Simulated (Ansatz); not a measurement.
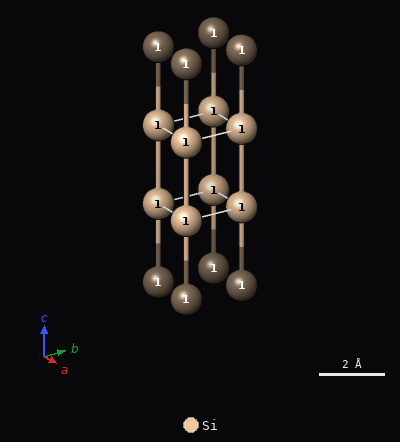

**Figure 1.** The input geometry (ball-and-stick view of the cell of the calculation, seen slightly off an axis; neighbours outside the cell are drawn fainter; atoms are numbered from 1 in the order of the input). An atom can appear more than once, as a periodic image.

**Si: single-point calculation**

Si (P6/mmm, 1 atom in the cell), computed with DFT r2SCAN, scalar-relativistic, plane waves, PAW, no spin polarisation (Ansatz 0.2.0).

The structure derives from a Materials Project entry. Figures and captions count atoms from 1; the log counts them from 0 in places.

**Log**
```
Engine: ansatz 0.2.0, x86_64-unknown-linux-gnu
Pseudopotentials: kind: paw
Pseudopotential: Si, paw, valence charge 4, recommended cutoff 500 eV (meta_gga), Si.paw.azcp
Functional definition: r2SCAN
  parameter k0 = 0.174
  parameter k1 = 0.065
  parameter a1 = 4.9479
  exchange = r2scan_x(k0 = k0, k1 = k1, a1 = a1)
  correlation = r2scan_c
Crystal: 1 atoms, lattice volume = 14.927 Å³
Basis set: ecut = 500 eV, 393 PW (Γ), exchange–correlation on 80×80×80 points (64 copies of the dense FFT grid, shifted against one another)
Bands: 6, of which v1, the nominal top of the filled ones, is band 2 counted from 1 (1 counted from 0)
Symmetry: 24 space group operations
Space group: P6/mmm (ITA 191), of the structure as read, at distance tolerance 2.5e-5 Å
k-points: 793 of 13824
Non-local potential: Si, projectors of the file, l = 0: 2, l = 1: 2, l = 2: 2
PAW form: soft (Blöchl's): semilocal exchange-correlation on the pseudo side does not see the compensation charge
PAW frozen core: Si, regenerated for the run's functional (the file was generated under x = pbe(κ = 0.804, μ = 0.2195149727645171), c = pbe(β = 0.06672455060314922))
PAW one-centre angular grid: Si, 302 points (default); XC on 160 Gauss nodes
Initial density: superposition of atomic densities (neutral atoms: chi_scale 0, normalization atom), corrected by the library's trained network
Initial wavefunctions: pseudopotential atomic-orbital guess
Functional: x = r2scan, c = r2scan; τ floored in thin density (d = 2e-4 eV/Å³)
SCF iter   1: F=—  HF=-638.604139 eV  |F-HF|=—  |Δ(HF+E_count)|=         —  Δρ=4.54e-3  dr2=2.13e-3  dr2_τ=4.93e-3  ethr=1.77e-3  ⟨swp⟩=5.1  Hψ=45059  notcnv=0
preconditioner: auto → none  [metal: Δε(μ)=0.013 eV  Ē_g=14.660 eV  σ=0.150 eV  W_gap=0.05  n_scr=0 (ndim 8)  ℏωp=19.2 eV  f_vac=0.000  D(μ)=0.37/eV (n_scr^D=0)]
SCF iter   2: F=—  HF=-638.628353 eV  |F-HF|=—  |Δ(HF+E_count)|=   2.42e-2  Δρ=2.98e-3  dr2=8.35e-4  dr2_τ=4.26e-6  ethr=5.34e-5  ⟨swp⟩=2.0  Hψ=15749  notcnv=0  defer=101
SCF iter   3: F=—  HF=-638.629129 eV  |F-HF|=—  |Δ(HF+E_count)|=   7.76e-4  Δρ=2.44e-4  dr2=5.70e-6  dr2_τ=8.27e-7  ethr=2.09e-5  ⟨swp⟩=2.2  Hψ=6220  notcnv=0  defer=101
SCF iter   4: F=—  HF=-638.629150 eV  |F-HF|=—  |Δ(HF+E_count)|=   2.11e-5  Δρ=6.26e-5  dr2=3.78e-7  dr2_τ=8.41e-9  ethr=1.42e-7  ⟨swp⟩=2.0  Hψ=6255  notcnv=0  defer=101
iter 5 did not close the SCF: its close was put off for the readings that it lacked (scf_convergence_deferred on its scf_iter line)
SCF iter   5: F=-638.629151 eV  HF=-638.629151 eV  |F-HF|=1.59e-8  |Δ(HF+E_count)|=   8.25e-7  Δρ=9.57e-6  dr2=7.47e-9  dr2_τ=1.82e-10  ethr=9.45e-9  ⟨swp⟩=2.0  Hψ=6255  notcnv=0  defer=101
SCF iter   6: F=-638.629151 eV  HF=-638.629151 eV  |F-HF|=9.63e-10  |Δ(HF+E_count)|=   1.68e-8  Δρ=2.32e-6  dr2=5.87e-10  dr2_τ=1.05e-11  ethr=1.87e-10  ⟨swp⟩=5.5  Hψ=21024  notcnv=0
SCF 1 converged in 6 iterations: F = -638.629151 eV  dr2 = 5.87e-10
  greatest PAW one-centre occupation: 0.662 electrons in one spin orbital (limit 2), on the Si atom at site 0 (counted from 0), in its partial waves of l = 0
SCF converged after 6 iterations
Free energy (F): -638.629151 eV
Harris-Foulkes:  -638.629151 eV  (|F-HF|=9.63e-10)
Internal energy: -638.624975 eV  (E = F + TS)
E sigma→0 (E₀):  -638.627063 eV
Entropy (-TS):   -0.004176 eV (-4.176 meV/atom)
Fermi energy:    10.057169 eV
--- Per-component energies (eV) ---
  E_band       = 16.720538
  E_kinetic    = 41.384344
  E_local      = -0.384589  (includes V_loc(G=0)·N_el)
  E_nonlocal   = 24.426494
  E_hartree    = 1.102150
  E_xc         = -52.104690
  E_vxc        = -50.847114  (∫ρ·V_xc dr)
  E_paw        = -519.151169  (= ΣΔE_a)
  E_vpaw       = -2.162478  (= ΣTr[D̂ρ^β])
  E_aug_tail   = 0.000005  (compensation charges beyond the density's cutoff)
  E_vtau       = 2.099625  (kinetic-family band-sum trace: ∫τ·v_τ [+ j·A + Jᵃ·Aᵃ] dr)
  E_ewald      = -133.821087
  E_core_change = -0.076433  (= ΣΔE_core)
  E_smearing   = -0.004176  (= −TS)
  E_closure    = 0.000000  (closes the sum)
  Σ components = -638.629151   (vs F -638.629151, Δ=0.00e0)
--- Forces (eV/Å), atoms counted from 1 ---
  atom   1  Si    -0.00000000     0.00000000     0.00000000
  max |Σ_I F_I| component: 1.03e-33 eV/Å
--- Stress (GPa, compression-positive) ---
        0.902448       0.000000       0.000000
        0.000000       0.902448       0.000000
        0.000000       0.000000      -1.697987
  P = ⅓ Tr σ = 0.0356 GPa (0.356 kbar)
--- Band table (eV; the first three rows and the last of 793) ---
  k-point 0: bands = ["-4.7275", "17.8004", "18.0867", "21.0764", "21.0764", "23.0354"]
  k-point 1: bands = ["-4.6857", "16.3290", "19.5494", "21.1095", "21.1095", "23.0686"]
  k-point 2: bands = ["-4.5602", "14.7361", "21.1111", "21.2090", "21.2090", "23.1674"]
  k-point 792: bands = ["8.9264", "9.0668", "9.0668", "11.2625", "14.2870", "14.2870"]
```

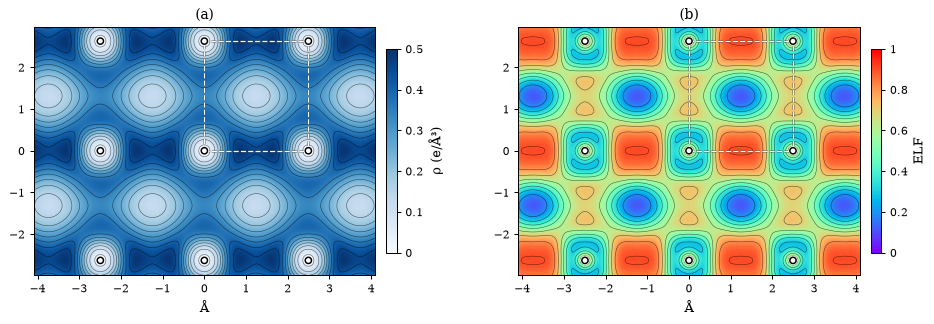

**Figure 2.** (a) valence pseudo-density; (b) electron localisation function on the (11̄0) plane of the conventional cell. Circles mark the nuclei in the plane (Si). The section cuts through Si sites. Away from the nuclei the density in this plane falls to 0.12 e/Å³ at its lowest. Core electrons are frozen (PAW), so the fields are smoothed inside the atomic spheres.

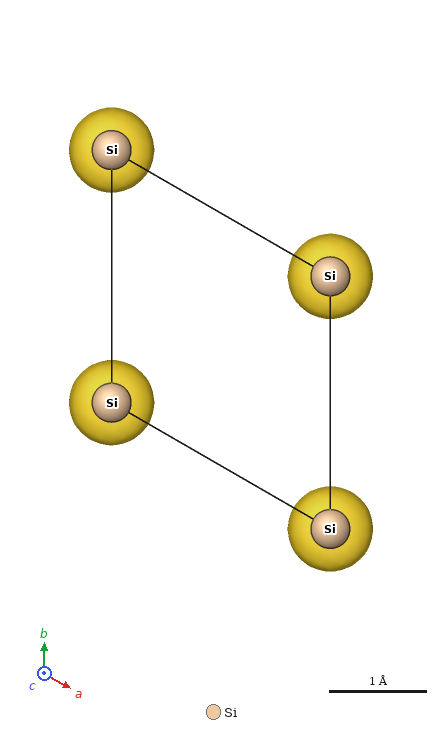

**Figure 3.** Isosurface of the electron localisation function at 0.8 (yellow), seen along the c axis. Core shells and regions of very low density are left out. Sticks mark near contacts. The outline is the cell set on symmetry axes. Values along the shortest contacts:

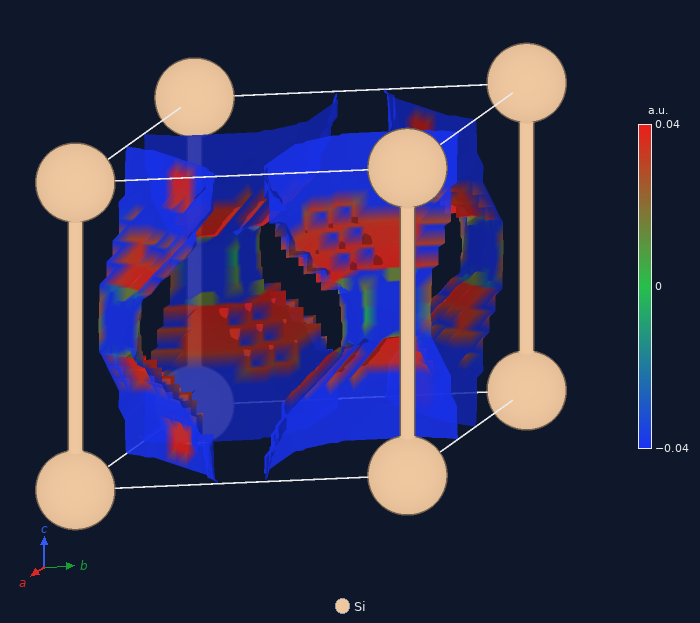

**Figure 4.** Non-covalent interaction (NCI) plot: the surface where the reduced density gradient is 0.5, for densities under 0.05 a.u., coloured by sign(λ₂)ρ; seen slightly off an axis. The outline is the cell set on symmetry axes.

The run was set up as follows.

**Input**
```yaml
crystal:
  lattice:
    - [2.6290009028, 0.0, 0.0]
    - [-1.3145004514, 2.2767815684, 0.0]
    - [0.0, 0.0, 2.4937990725]
  atoms:
    - { symbol: Si, position: [0.0, 0.0, 0.0] }
basis:
  ecutwfc: 500
kpoints:
  mp_grid: { grid: [24, 24, 24] }
hamiltonian:
  xc: r2scan
scf:
  occupations: { method: gaussian, width: 0.15 }
output:
  forces: true
  stress: true
  eigenvalues: true
  write_density: true
  write_potential: true
  elf: true
  volumetric_format: npy
```

Command:
```bash
ansatz run input.yaml --threads 2 --pin off --max-ram 5120MiB --backend cpu --events-out ev --progress --plain --runs-dir out
```

**Results in brief**

```tsv
quantity	value
outcome	converged
space group (tolerance 0.01 Å)	P6/mmm (191)
electrons treated	4
free energy	−638.6292 eV
Fermi energy	10.057 eV
gap on the k-point mesh	none (metallic)
pressure	0.04 GPa
largest force (length of the vector)	under 0.001 eV/Å
hardware	2 threads of Intel Xeon (Sapphire Rapids), 32 GiB of memory available, shared host
wall time	5.1 s (CPU time 9.8 s)
peak memory	0.49 GiB
```
